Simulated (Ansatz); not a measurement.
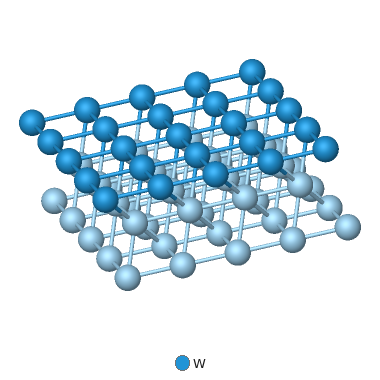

The system is C on a W(110) slab cut from the Im-3m phase, its upper half relaxed before the scan (12 atoms of substrate and one adsorbate in a 2 × 2 cell); the picture shows it without the atoms that are moved over the map. C is moved over the surface cell; relaxed at each place: the height of the adsorbate's atoms; substrate rigid; the origin of the map has the adsorbate above W9. Places are given modulo a cell vector. The map is drawn in real space over the plane of the surface. The grid has 6 × 6 points; 13 points were computed and 23 follow by symmetry. Places are given in fractions of the 1 × 1 surface cell. All energies are given in eV relative to the lowest grid point. Computed with Ansatz 0.2.0, DFT PBE, scalar-relativistic, plane waves, PAW. Settings: cutoff 420 eV, k-mesh 5×5×1, gaussian smearing 0.1 eV, no spin polarisation.

Range: position of C13 along the first surface vector from 0.000 to 0.833; position of C13 along the second surface vector from 0.000 to 0.833.

> What will the energy surface look like?

The lowest grid point is at a bridge site between two W atoms, over a second-layer W atom, (3/6, 3/6) of the cell vectors. It is the only kind of minimum in the scanned range. The highest grid point, the top site over a surface W atom, (0/6, 0/6) of the cell vectors, lies 3.18 eV above the lowest. On the interpolated surface the easiest way out of the lowest well to its copy in the next cell or period passes a barrier of about 1 eV. At the lowest point the adsorbate has 2 W at 1.98 Å as nearest neighbours, at the highest 1 W at 1.87 Å. Its relaxed height above the top atom is 1.18 Å at the lowest and 1.87 Å at the highest point.

```tsv
second ↓, first →	0/6	1/6	2/6	3/6	4/6	5/6
5/6	2.95	2.59	1.45	0.93	2.08	2.79
4/6	2.07	1.45	0.44	0.46	1.47	2.08
3/6	1.00	0.93	0.46	0.00	0.46	0.93
2/6	2.07	2.08	1.47	0.46	0.44	1.45
1/6	2.95	2.79	2.08	0.93	1.45	2.59
0/6	3.18	2.95	2.07	1.00	2.07	2.95
```

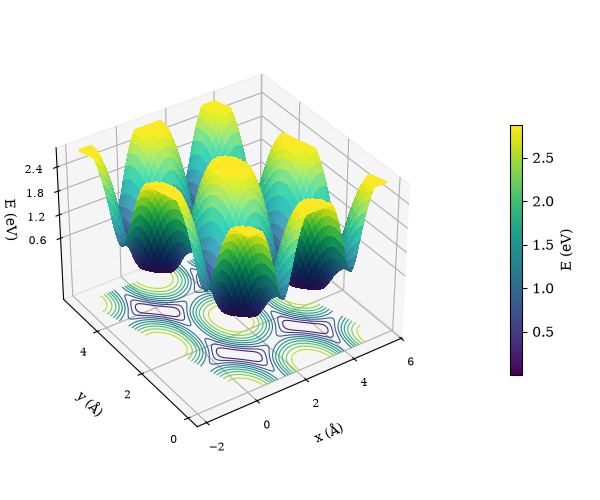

Drawn: a relief with its contours projected below, any walls above the top of the colour scale cut off. Between grid points the surface is interpolated.

Each point was launched as `ansatz run input.yaml --threads 4 --pin off --max-ram 12288MiB --backend cpu --events-out ev --progress --plain --runs-dir out`. The whole map (13 points run) took 26 min on 4 threads of Arm Neoverse N1, with other jobs on the host.

PAW datasets: the set soft_1.
